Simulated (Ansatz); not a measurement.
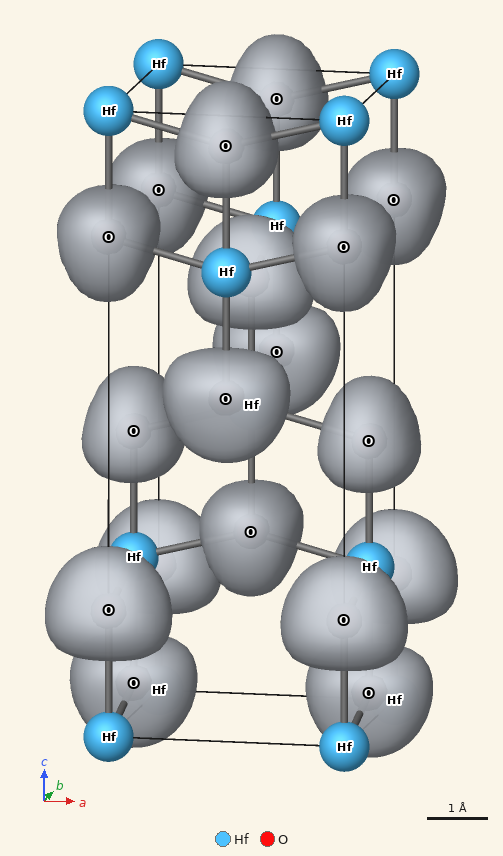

The picture shows: HfO$_{2}$. Isosurface of the electron localisation function at 0.6 (grey), seen slightly off an axis. Core shells and regions of very low density are left out. Sticks mark near contacts.

Space group I4₁/amd; a structure generated by program, which may or may not match a known phase; computed pressure about −4 GPa in this cell.

Method: Ansatz 0.2.0, DFT HSE06, scalar-relativistic, plane waves, PAW.

Core electrons are frozen (PAW), and the valence fields are smoothed inside the atomic spheres.

> Where are the electrons localised?

At this value the surface marks out eight regions wrapped around O (the valence shell of each), counted in one cell of 12 atoms. Regions shared between cells count once. Along the contacts the grid gives the following. Hf–O (2.07 Å): the ELF peaks at about 0.85 in the valence shell of O, 0.6 Å from its nucleus, and drops to about 0.20 between the two atoms (no localised pair shows between them). Hf–O (2.15 Å): the ELF peaks at about 0.85 in the valence shell of O, 0.6 Å from its nucleus, and drops to about 0.15 between the two atoms; no localised pair shows between them.
